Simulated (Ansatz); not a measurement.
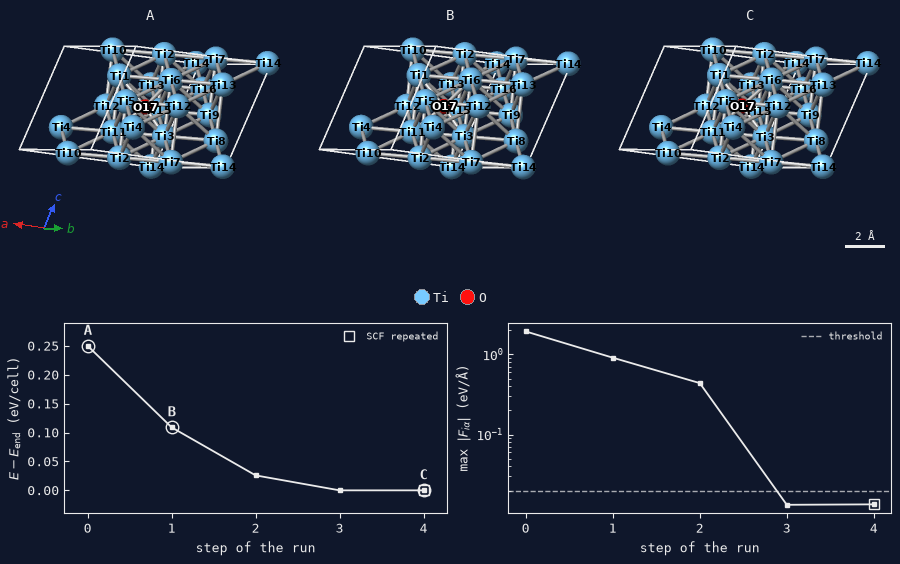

Frames of a relaxation of a defect cell of composition Ti$_{16}$O, marked on the history of the run. The picture is a ball-and-stick view of the cell of the calculation (origin shifted), seen from a free direction.

Case: O interstitial, charge +0, atoms relaxed. The atoms of the start lie slightly off their symmetric places, so part of the fall in energy undoes that.

Computed with DFT PBE, scalar-relativistic, plane waves, PAW in Ansatz 0.2.0. (plane-wave cutoff 420 eV; k-point mesh 4 × 4 × 4; occupations gaussian; smearing width 0.1 eV; mesh shifted by (0.5, 0.5, 0.5); no spin polarisation; atoms relaxed in a fixed cell; force threshold 0.02 eV/Å; at most 60 steps)

Q: Describe the path.

A: The atom that moves furthest is O17 (0.16 Å roughly along [3 0 1]). Largest moves by element: O 0.16 Å, Ti 0.04 Å. The lattice vectors keep their values. Some distances before and after: Ti3–O17 1.927 → 2.087 Å, Ti6–O17 1.970 → 2.087 Å, Ti1–O17 2.190 → 2.087 Å, Ti15–O17 2.006 → 2.087 Å. Among the angles between lasting bonds that change: Ti5–O17–Ti15 171.1° → 179.9°, Ti6–O17–Ti11 172.0° → 179.9°, Ti3–O17–Ti6 96.5° → 90.1°. Over 3 accepted moves (4 points after the start) the energy falls by 0.250 eV per cell of the calculation. Largest force component: 1.9 eV/Å at the start, 0.013 eV/Å at the end. 1 step only repeated the SCF at the same geometry. From step 0 to 1: Ti and O atoms move most (0.07 Å), energy −0.141 eV per cell of the calculation. From step 1 to 4: O17 moves most (0.09 Å), energy −0.109 eV per cell of the calculation.

Limits of the set-up: the periodic images lie only 7.1 Å apart, so the values are limited by the cell's size.
